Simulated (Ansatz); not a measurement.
# Mo(100) with 4 layers of random Mo-Pt, 2x2: scattering by chemical disorder, part 2 of 2

Wanted: resistance against the alloy's length, first Mo(100) with 4 layers of random Mo-Pt, 2x2.

Ansatz 0.2.0; Ansatz plane-wave DFT, PBE, PAW files; ballistic transport by layer matching (Landauer), zero bias; PAW set soft_1.

So far. Step 2 (With 4 alloy layers): Over the solved energies the transmission per spin lies between 2.83 and 2.88, out of 6.68 channels of the lead on average (up to 6.84). The log calls the step of a lead's potential too much.

**3. With 8 alloy layers**

System of this step: Mo(100) with 8 layers of random Mo-Pt, 2x2. The cell holds 72 atoms: 56 Mo and 16 Pt. Its edges and angles: a = 6.294 Å, b = 6.294 Å, c = 28.323 Å, α = 90.0°, β = 90.0°, γ = 90.0°. It derives from Mo. Regions: lead, 40 atoms (40 Mo); scattering region, 32 atoms (16 Mo and 16 Pt). The structure is stacked along c, and the current runs across the ab planes.

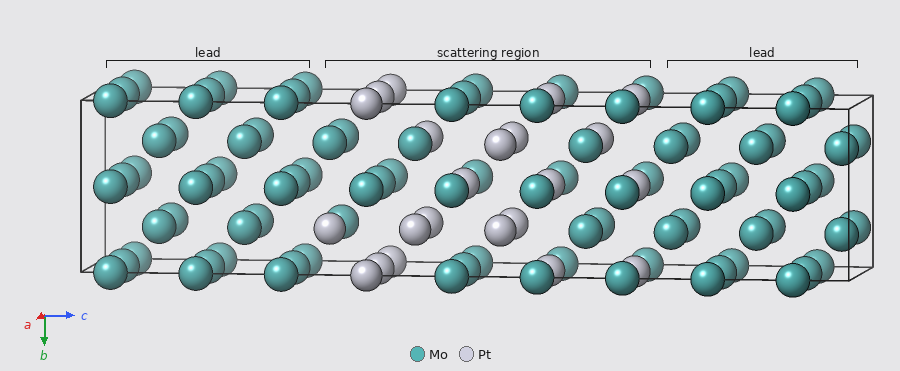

The cell of this step (molybdenum teal, platinum light grey). Some periodic images of atoms are drawn too.

input.yaml reads:

```yaml
crystal:
  lattice:
    - [6.294, 0.0, 0.0]
    - [0.0, 6.294, 0.0]
    - [0.0, 0.0, 28.323]
  atoms:
    - { symbol: Mo, position: [0.0, 0.0, 0.0277777778] }
    - { symbol: Mo, position: [0.0, 0.5, 0.0277777778] }
    - { symbol: Mo, position: [0.5, 0.0, 0.0277777778] }
    - { symbol: Mo, position: [0.5, 0.5, 0.0277777778] }
    - { symbol: Mo, position: [0.25, 0.25, 0.0833333333] }
    - { symbol: Mo, position: [0.25, 0.75, 0.0833333333] }
    - { symbol: Mo, position: [0.75, 0.25, 0.0833333333] }
    - { symbol: Mo, position: [0.75, 0.75, 0.0833333333] }
    - { symbol: Mo, position: [0.0, 0.0, 0.1388888889] }
    - { symbol: Mo, position: [0.0, 0.5, 0.1388888889] }
    - { symbol: Mo, position: [0.5, 0.0, 0.1388888889] }
    - { symbol: Mo, position: [0.5, 0.5, 0.1388888889] }
    - { symbol: Mo, position: [0.25, 0.25, 0.1944444444] }
    - { symbol: Mo, position: [0.25, 0.75, 0.1944444444] }
    - { symbol: Mo, position: [0.75, 0.25, 0.1944444444] }
    - { symbol: Mo, position: [0.75, 0.75, 0.1944444444] }
    - { symbol: Mo, position: [0.0, 0.0, 0.25] }
    - { symbol: Mo, position: [0.0, 0.5, 0.25] }
    - { symbol: Mo, position: [0.5, 0.0, 0.25] }
    - { symbol: Mo, position: [0.5, 0.5, 0.25] }
    - { symbol: Mo, position: [0.25, 0.25, 0.3055555556] }
    - { symbol: Mo, position: [0.25, 0.75, 0.3055555556] }
    - { symbol: Mo, position: [0.75, 0.25, 0.3055555556] }
    - { symbol: Pt, position: [0.75, 0.75, 0.3055555556] }
    - { symbol: Pt, position: [0.0, 0.0, 0.3611111111] }
    - { symbol: Mo, position: [0.0, 0.5, 0.3611111111] }
    - { symbol: Pt, position: [0.5, 0.0, 0.3611111111] }
    - { symbol: Mo, position: [0.5, 0.5, 0.3611111111] }
    - { symbol: Pt, position: [0.25, 0.25, 0.4166666667] }
    - { symbol: Pt, position: [0.25, 0.75, 0.4166666667] }
    - { symbol: Mo, position: [0.75, 0.25, 0.4166666667] }
    - { symbol: Pt, position: [0.75, 0.75, 0.4166666667] }
    - { symbol: Mo, position: [0.0, 0.0, 0.4722222222] }
    - { symbol: Mo, position: [0.0, 0.5, 0.4722222222] }
    - { symbol: Mo, position: [0.5, 0.0, 0.4722222222] }
    - { symbol: Pt, position: [0.5, 0.5, 0.4722222222] }
    - { symbol: Pt, position: [0.25, 0.25, 0.5277777778] }
    - { symbol: Pt, position: [0.25, 0.75, 0.5277777778] }
    - { symbol: Pt, position: [0.75, 0.25, 0.5277777778] }
    - { symbol: Pt, position: [0.75, 0.75, 0.5277777778] }
    - { symbol: Mo, position: [0.0, 0.0, 0.5833333333] }
    - { symbol: Mo, position: [0.0, 0.5, 0.5833333333] }
    - { symbol: Pt, position: [0.5, 0.0, 0.5833333333] }
    - { symbol: Pt, position: [0.5, 0.5, 0.5833333333] }
    - { symbol: Pt, position: [0.25, 0.25, 0.6388888889] }
    - { symbol: Mo, position: [0.25, 0.75, 0.6388888889] }
    - { symbol: Mo, position: [0.75, 0.25, 0.6388888889] }
    - { symbol: Mo, position: [0.75, 0.75, 0.6388888889] }
    - { symbol: Mo, position: [0.0, 0.0, 0.6944444444] }
    - { symbol: Mo, position: [0.0, 0.5, 0.6944444444] }
    - { symbol: Pt, position: [0.5, 0.0, 0.6944444444] }
    - { symbol: Pt, position: [0.5, 0.5, 0.6944444444] }
    - { symbol: Mo, position: [0.25, 0.25, 0.75] }
    - { symbol: Mo, position: [0.25, 0.75, 0.75] }
    - { symbol: Mo, position: [0.75, 0.25, 0.75] }
    - { symbol: Mo, position: [0.75, 0.75, 0.75] }
    - { symbol: Mo, position: [0.0, 0.0, 0.8055555556] }
    - { symbol: Mo, position: [0.0, 0.5, 0.8055555556] }
    - { symbol: Mo, position: [0.5, 0.0, 0.8055555556] }
    - { symbol: Mo, position: [0.5, 0.5, 0.8055555556] }
    - { symbol: Mo, position: [0.25, 0.25, 0.8611111111] }
    - { symbol: Mo, position: [0.25, 0.75, 0.8611111111] }
    - { symbol: Mo, position: [0.75, 0.25, 0.8611111111] }
    - { symbol: Mo, position: [0.75, 0.75, 0.8611111111] }
    - { symbol: Mo, position: [0.0, 0.0, 0.9166666667] }
    - { symbol: Mo, position: [0.0, 0.5, 0.9166666667] }
    - { symbol: Mo, position: [0.5, 0.0, 0.9166666667] }
    - { symbol: Mo, position: [0.5, 0.5, 0.9166666667] }
    - { symbol: Mo, position: [0.25, 0.25, 0.9722222222] }
    - { symbol: Mo, position: [0.25, 0.75, 0.9722222222] }
    - { symbol: Mo, position: [0.75, 0.25, 0.9722222222] }
    - { symbol: Mo, position: [0.75, 0.75, 0.9722222222] }
kpoints:
  mp_grid: { grid: [4, 4, 1] }
hamiltonian:
  xc: pbe
  pseudopotentials: { kind: paw, azcp: { folder: soft_1 } }
scf:
  occupations: { method: fermi_dirac, width: 0.1 }
output:
  transmission: { leads: [[0, 4]], kmesh: [8, 8], e_range: [-0.05, 0.05], de: 0.05 }
  write_potential: true
  write_density: true
  volumetric_format: npy
```

Started as:

```
> ansatz run input.yaml --threads 8 --pin off --max-ram 15360MiB --backend cpu --events-out ev --progress --plain --runs-dir out
```

Numbers of over 12 decimals in the logs are rounded to 6 here.

Output:

```text
[...]
Crystal: 72 atoms, lattice volume = 1122.000 Å³
Basis set: ecut = 420 eV, 21955 PW (Γ)
Bands: 644, of which v1, the nominal top of the filled ones, is band 536 counted from 1 (535 counted from 0)
Symmetry: 1 space group operations
[...]
k-points: 10 of 16 (time reversal used)
[...]
SCF iter   1: F=—  HF=-478001.534633 eV  |F-HF|=—  |Δ(HF+E_count)|=         —  Δρ=1.45e-1  dr2=4.82e3  ethr=3.10e-3  ⟨swp⟩=5.0  Hψ=19499  notcnv=0
[...]
SCF iter  11: F=-477933.016449 eV  HF=-477933.016449 eV  |F-HF|=7.45e-9  |Δ(HF+E_count)|=   1.10e-8  Δρ=3.97e-7  dr2=8.41e-9  ethr=9.33e-12  ⟨swp⟩=6.7  Hψ=14168  notcnv=0
SCF 1 converged in 11 iterations: F = -477933.016449 eV  dr2 = 8.41e-9
[...]
transmission: 195 of 1904 steps passed
transmission: 381 of 1904 steps passed
[...]
transmission: 1904 of 1904 steps passed
SCF converged after 11 iterations
Free energy (F): -477933.016449 eV
[...]
Internal energy: -477930.863556 eV  (E = F + TS)
E sigma→0 (E₀):  -477931.940002 eV
Entropy (-TS):   -2.152893 eV (-29.901 meV/atom)
Fermi energy:    21.521654 eV
[...]
--- Band table (eV; the first three rows and the last of 10) ---
  k-point 0: bands = [... 532 lower, 21.5175, 21.5599, 21.5834, 21.6145, 21.6281, 21.6524, 21.7134, 21.7348, ... 104 higher]
  k-point 1: bands = [... 532 lower, 21.4417, 21.4626, 21.4715, 21.4886, 21.5186, 21.5300, 21.5573, 21.5752, ... 104 higher]
  k-point 2: bands = [... 532 lower, 21.3490, 21.3914, 21.4179, 21.5152, 21.5365, 21.5626, 21.5947, 21.6320, ... 104 higher]
  k-point 9: bands = [... 532 lower, 21.4576, 21.4770, 21.5899, 21.6284, 21.6538, 21.6918, 21.7546, 21.7819, ... 104 higher]
--- Transmission ---
  basis      : 349 plane waves across, 56 finite elements along
  points     : 34, standing for a mesh of 8 x 8
[...]
channels       : 6.593750e0 a spin
[...]
slowest decay  : 0.0471 /Å at (0.5000, 0.3750)
  junction   : crystal 0 to crystal 0, 0.70 to 27.45 Å
    transmission   : 2.049792e0 a spin
[...]
```

Run time: 6.4 min. Hardware: 8 threads of Intel Xeon 6975P-C (Granite Rapids), shared host; peak memory 8.4 GiB.

Numbers from this step:

* free energy: -477933.0164 eV
* energy at zero smearing: -477931.9400 eV
* Fermi energy: 21.52 eV
* transmission per spin nearest the Fermi level: 2.050
* step of the lead's potential: 21.3 meV

Per spin. The transmission, zone mean by energy, zero at the Fermi level:

```
energy (eV)  transmission, zone mean
    -0.0500                     2.08
     0.0000                     2.05
     0.0500                     2.04
```

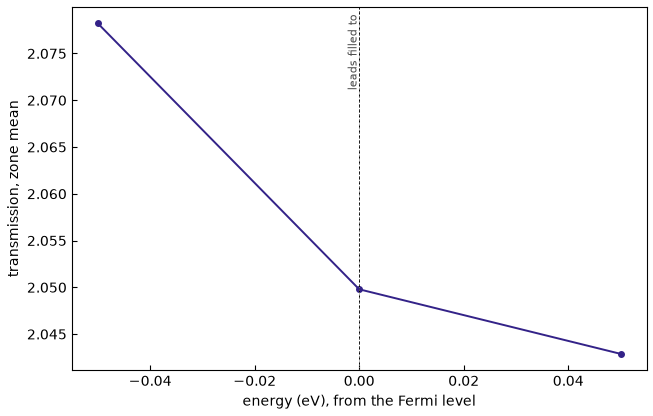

Transmission, zone mean against energy.

Over the solved energies the transmission per spin lies between 2.04 and 2.08, out of 6.68 channels of the lead on average (up to 6.84).

**4. With 12 alloy layers**

System of this step: Mo(100) with 12 layers of random Mo-Pt, 2x2. The cell holds 88 atoms: 64 Mo and 24 Pt. Cell: a = 6.294 Å, b = 6.294 Å, c = 34.617 Å, α = 90.0°, β = 90.0°, γ = 90.0°. It derives from Mo. Regions: lead, 40 atoms (40 Mo); scattering region, 48 atoms (24 Pt and 24 Mo). The structure is stacked along c, and the current runs across the ab planes.

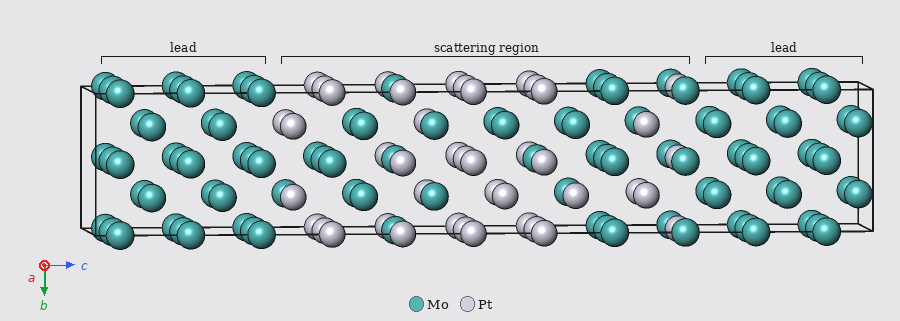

The cell of this step (molybdenum teal, platinum light grey). Some periodic images of atoms are drawn too.

input.yaml reads:

```yaml
crystal:
  lattice:
    - [6.294, 0.0, 0.0]
    - [0.0, 6.294, 0.0]
    - [0.0, 0.0, 34.617]
  atoms:
    - { symbol: Mo, position: [0.0, 0.0, 0.0227272727] }
    - { symbol: Mo, position: [0.0, 0.5, 0.0227272727] }
    - { symbol: Mo, position: [0.5, 0.0, 0.0227272727] }
    - { symbol: Mo, position: [0.5, 0.5, 0.0227272727] }
    - { symbol: Mo, position: [0.25, 0.25, 0.0681818182] }
    - { symbol: Mo, position: [0.25, 0.75, 0.0681818182] }
    - { symbol: Mo, position: [0.75, 0.25, 0.0681818182] }
    - { symbol: Mo, position: [0.75, 0.75, 0.0681818182] }
    - { symbol: Mo, position: [0.0, 0.0, 0.1136363636] }
    - { symbol: Mo, position: [0.0, 0.5, 0.1136363636] }
    - { symbol: Mo, position: [0.5, 0.0, 0.1136363636] }
    - { symbol: Mo, position: [0.5, 0.5, 0.1136363636] }
    - { symbol: Mo, position: [0.25, 0.25, 0.1590909091] }
    - { symbol: Mo, position: [0.25, 0.75, 0.1590909091] }
    - { symbol: Mo, position: [0.75, 0.25, 0.1590909091] }
    - { symbol: Mo, position: [0.75, 0.75, 0.1590909091] }
    - { symbol: Mo, position: [0.0, 0.0, 0.2045454545] }
    - { symbol: Mo, position: [0.0, 0.5, 0.2045454545] }
    - { symbol: Mo, position: [0.5, 0.0, 0.2045454545] }
    - { symbol: Mo, position: [0.5, 0.5, 0.2045454545] }
    - { symbol: Pt, position: [0.25, 0.25, 0.25] }
    - { symbol: Mo, position: [0.25, 0.75, 0.25] }
    - { symbol: Pt, position: [0.75, 0.25, 0.25] }
    - { symbol: Pt, position: [0.75, 0.75, 0.25] }
    - { symbol: Pt, position: [0.0, 0.0, 0.2954545455] }
    - { symbol: Mo, position: [0.0, 0.5, 0.2954545455] }
    - { symbol: Pt, position: [0.5, 0.0, 0.2954545455] }
    - { symbol: Mo, position: [0.5, 0.5, 0.2954545455] }
    - { symbol: Mo, position: [0.25, 0.25, 0.3409090909] }
    - { symbol: Mo, position: [0.25, 0.75, 0.3409090909] }
    - { symbol: Mo, position: [0.75, 0.25, 0.3409090909] }
    - { symbol: Mo, position: [0.75, 0.75, 0.3409090909] }
    - { symbol: Pt, position: [0.0, 0.0, 0.3863636364] }
    - { symbol: Pt, position: [0.0, 0.5, 0.3863636364] }
    - { symbol: Mo, position: [0.5, 0.0, 0.3863636364] }
    - { symbol: Mo, position: [0.5, 0.5, 0.3863636364] }
    - { symbol: Pt, position: [0.25, 0.25, 0.4318181818] }
    - { symbol: Pt, position: [0.25, 0.75, 0.4318181818] }
    - { symbol: Mo, position: [0.75, 0.25, 0.4318181818] }
    - { symbol: Mo, position: [0.75, 0.75, 0.4318181818] }
    - { symbol: Pt, position: [0.0, 0.0, 0.4772727273] }
    - { symbol: Pt, position: [0.0, 0.5, 0.4772727273] }
    - { symbol: Pt, position: [0.5, 0.0, 0.4772727273] }
    - { symbol: Pt, position: [0.5, 0.5, 0.4772727273] }
    - { symbol: Mo, position: [0.25, 0.25, 0.5227272727] }
    - { symbol: Pt, position: [0.25, 0.75, 0.5227272727] }
    - { symbol: Mo, position: [0.75, 0.25, 0.5227272727] }
    - { symbol: Pt, position: [0.75, 0.75, 0.5227272727] }
    - { symbol: Pt, position: [0.0, 0.0, 0.5681818182] }
    - { symbol: Pt, position: [0.0, 0.5, 0.5681818182] }
    - { symbol: Pt, position: [0.5, 0.0, 0.5681818182] }
    - { symbol: Mo, position: [0.5, 0.5, 0.5681818182] }
    - { symbol: Mo, position: [0.25, 0.25, 0.6136363636] }
    - { symbol: Mo, position: [0.25, 0.75, 0.6136363636] }
    - { symbol: Mo, position: [0.75, 0.25, 0.6136363636] }
    - { symbol: Pt, position: [0.75, 0.75, 0.6136363636] }
    - { symbol: Mo, position: [0.0, 0.0, 0.6590909091] }
    - { symbol: Mo, position: [0.0, 0.5, 0.6590909091] }
    - { symbol: Mo, position: [0.5, 0.0, 0.6590909091] }
    - { symbol: Mo, position: [0.5, 0.5, 0.6590909091] }
    - { symbol: Mo, position: [0.25, 0.25, 0.7045454545] }
    - { symbol: Pt, position: [0.25, 0.75, 0.7045454545] }
    - { symbol: Pt, position: [0.75, 0.25, 0.7045454545] }
    - { symbol: Pt, position: [0.75, 0.75, 0.7045454545] }
    - { symbol: Mo, position: [0.0, 0.0, 0.75] }
    - { symbol: Mo, position: [0.0, 0.5, 0.75] }
    - { symbol: Pt, position: [0.5, 0.0, 0.75] }
    - { symbol: Pt, position: [0.5, 0.5, 0.75] }
    - { symbol: Mo, position: [0.25, 0.25, 0.7954545455] }
    - { symbol: Mo, position: [0.25, 0.75, 0.7954545455] }
    - { symbol: Mo, position: [0.75, 0.25, 0.7954545455] }
    - { symbol: Mo, position: [0.75, 0.75, 0.7954545455] }
    - { symbol: Mo, position: [0.0, 0.0, 0.8409090909] }
    - { symbol: Mo, position: [0.0, 0.5, 0.8409090909] }
    - { symbol: Mo, position: [0.5, 0.0, 0.8409090909] }
    - { symbol: Mo, position: [0.5, 0.5, 0.8409090909] }
    - { symbol: Mo, position: [0.25, 0.25, 0.8863636364] }
    - { symbol: Mo, position: [0.25, 0.75, 0.8863636364] }
    - { symbol: Mo, position: [0.75, 0.25, 0.8863636364] }
    - { symbol: Mo, position: [0.75, 0.75, 0.8863636364] }
    - { symbol: Mo, position: [0.0, 0.0, 0.9318181818] }
    - { symbol: Mo, position: [0.0, 0.5, 0.9318181818] }
    - { symbol: Mo, position: [0.5, 0.0, 0.9318181818] }
    - { symbol: Mo, position: [0.5, 0.5, 0.9318181818] }
    - { symbol: Mo, position: [0.25, 0.25, 0.9772727273] }
    - { symbol: Mo, position: [0.25, 0.75, 0.9772727273] }
    - { symbol: Mo, position: [0.75, 0.25, 0.9772727273] }
    - { symbol: Mo, position: [0.75, 0.75, 0.9772727273] }
kpoints:
  mp_grid: { grid: [4, 4, 1] }
hamiltonian:
  xc: pbe
  pseudopotentials: { kind: paw, azcp: { folder: soft_1 } }
scf:
  occupations: { method: fermi_dirac, width: 0.1 }
output:
  transmission: { leads: [[0, 4]], kmesh: [8, 8], e_range: [-0.05, 0.05], de: 0.05 }
  write_potential: true
  write_density: true
  volumetric_format: npy
```

Output:

```text
[...]
Crystal: 88 atoms, lattice volume = 1371.333 Å³
Basis set: ecut = 420 eV, 26839 PW (Γ)
Bands: 797, of which v1, the nominal top of the filled ones, is band 664 counted from 1 (663 counted from 0)
Symmetry: 1 space group operations
[...]
k-points: 10 of 16 (time reversal used)
[...]
SCF iter   1: F=—  HF=-617861.337330 eV  |F-HF|=—  |Δ(HF+E_count)|=         —  Δρ=1.44e-1  dr2=6.74e3  ethr=3.10e-3  ⟨swp⟩=5.0  Hψ=23970  notcnv=0
[...]
SCF iter  11: F=-617778.241128 eV  HF=-617778.241128 eV  |F-HF|=3.26e-8  |Δ(HF+E_count)|=   4.54e-9  Δρ=5.26e-7  dr2=3.44e-8  ethr=7.53e-12  ⟨swp⟩=7.4  Hψ=17083  notcnv=0
SCF 1 converged in 11 iterations: F = -617778.241128 eV  dr2 = 3.44e-8
[...]
transmission: 228 of 2278 steps passed
transmission: 456 of 2278 steps passed
[...]
transmission: 2278 of 2278 steps passed
SCF converged after 11 iterations
Free energy (F): -617778.241128 eV
[...]
Internal energy: -617775.583729 eV  (E = F + TS)
E sigma→0 (E₀):  -617776.912429 eV
Entropy (-TS):   -2.657399 eV (-30.198 meV/atom)
Fermi energy:    21.593036 eV
[...]
--- Band table (eV; the first three rows and the last of 10) ---
  k-point 0: bands = [... 660 lower, 21.6060, 21.6209, 21.6591, 21.6693, 21.7042, 21.7276, 21.7665, 21.7838, ... 129 higher]
  k-point 1: bands = [... 660 lower, 21.5019, 21.5181, 21.5458, 21.5612, 21.5857, 21.6065, 21.6211, 21.6405, ... 129 higher]
  k-point 2: bands = [... 660 lower, 21.4589, 21.4767, 21.4985, 21.5191, 21.5263, 21.5972, 21.6079, 21.6387, ... 129 higher]
  k-point 9: bands = [... 660 lower, 21.6208, 21.6355, 21.6804, 21.7407, 21.7449, 21.7849, 21.8203, 21.8285, ... 129 higher]
--- Transmission ---
  basis      : 349 plane waves across, 67 finite elements along
  points     : 34, standing for a mesh of 8 x 8
[...]
channels       : 6.593750e0 a spin
[...]
slowest decay  : 0.0463 /Å at (0.5000, 0.3750)
  junction   : crystal 0 to crystal 0, 0.70 to 33.74 Å
    transmission   : 1.668735e0 a spin
[...]
```

Wall time 7.2 min (8 threads); peak memory 8.9 GiB.

Numbers from this step:

```
free energy                                   : -617778.2411 eV
energy at zero smearing                       : -617776.9124 eV
Fermi energy                                  : 21.59 eV
transmission per spin nearest the Fermi level : 1.669
step of the lead's potential                  : 10.5 meV
```

Per spin. The transmission, zone mean by energy, zero at the Fermi level:

```
energy (eV)  transmission, zone mean
    -0.0500                     1.65
     0.0000                     1.67
     0.0500                     1.62
```

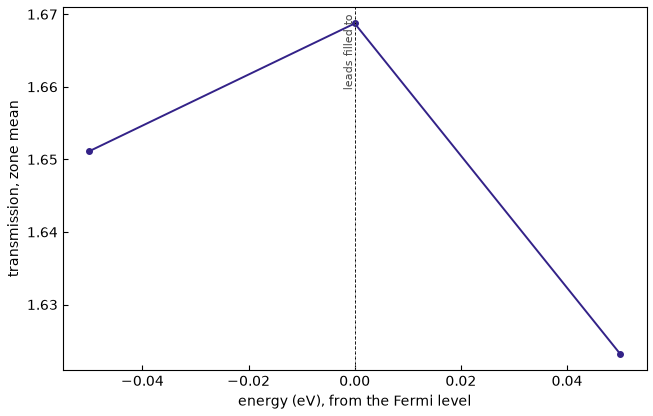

Transmission, zone mean against energy.

Over the solved energies the transmission per spin lies between 1.62 and 1.67, out of 6.68 channels of the lead on average (up to 6.84).

**5. Resistance against length**

This step: Ansatz plane-wave DFT, PBE, PAW files; ballistic transport by layer matching (Landauer), zero bias; residual resistivity from the slope of the area resistance, atoms on the host's lattice; PAW set soft_1 (Ansatz 0.2.0).

Numbers from this step:

| Item | Value |
| --- | --- |
| resistivity | 104.6 µΩ cm |
| intercept | 0.3755 fΩ m² |
| scatter about the fit | 0.01938 fΩ m² |

Resistance, by row:

```
run  length (Å)      T  channels N  RA (fΩ m²)
 n4       6.294  2.863       6.677        1.02
 n8       12.59  2.057       6.677        1.72
n12       18.88  1.648       6.677       2.337
```

Area resistance against length of the alloy:

```
length of the alloy (Å)  area resistance (fΩ m²)
                   6.29                     1.02
                  12.59                     1.72
                  18.88                     2.34
```

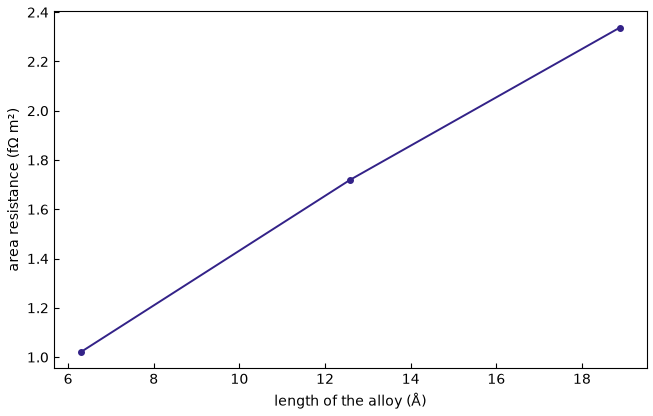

Area resistance against length of the alloy.

The area resistance goes from 1.0 to 2.3 fΩ m² between 6.3 and 18.9 Å, a slope of 105 µΩ cm.

By hand from the end points: (2.337 − 1.020) fΩ m² / (18.88 − 6.29) Å = 105 µΩ cm, since 1 fΩ m² per Å is 1000 µΩ cm.

**6. What came out**

* resistivity from the slope: 105 µΩ cm
* area resistance over 6.29 Å: 1.02 fΩ m²
* area resistance over 12.6 Å: 1.72 fΩ m²
* area resistance over 18.9 Å: 2.34 fΩ m²

The slope gives 105 µΩ cm. The points scatter by 0.019 fΩ m² about the line, with one random draw a length in a 2x2 cell, so the slope is a rough value. Read with a model of isotropic scattering on a spherical Fermi surface and the lead's 1.3×10¹⁵ S/m², this slope means a mean free path near 5.5 Å (a rough figure, since the alloy's own channel count differs); over these lengths the model's slope is within 3 % of its bulk resistivity, though a free path of a few ångströms strains the picture. The atoms sit on the host's lattice, so scattering by size misfit is left out. With 50 % of Pt, whose own structure is another, this is a hypothetical phase. Spin-orbit coupling is left out, which matters for Pt. A lead's potential steps by up to 29 meV from period to period, which the log calls too much, so longer leads could move the result.

[Logs are printed without paths, hosts, clocks, repeated set-up lines and the standing remarks that a program may print on its own settings, such as how far it seeks lower states.]

[Hosts, paths, dates, database ids (printed as entryN), source tags and the programs' standing remarks are cut or masked in the printed files.]
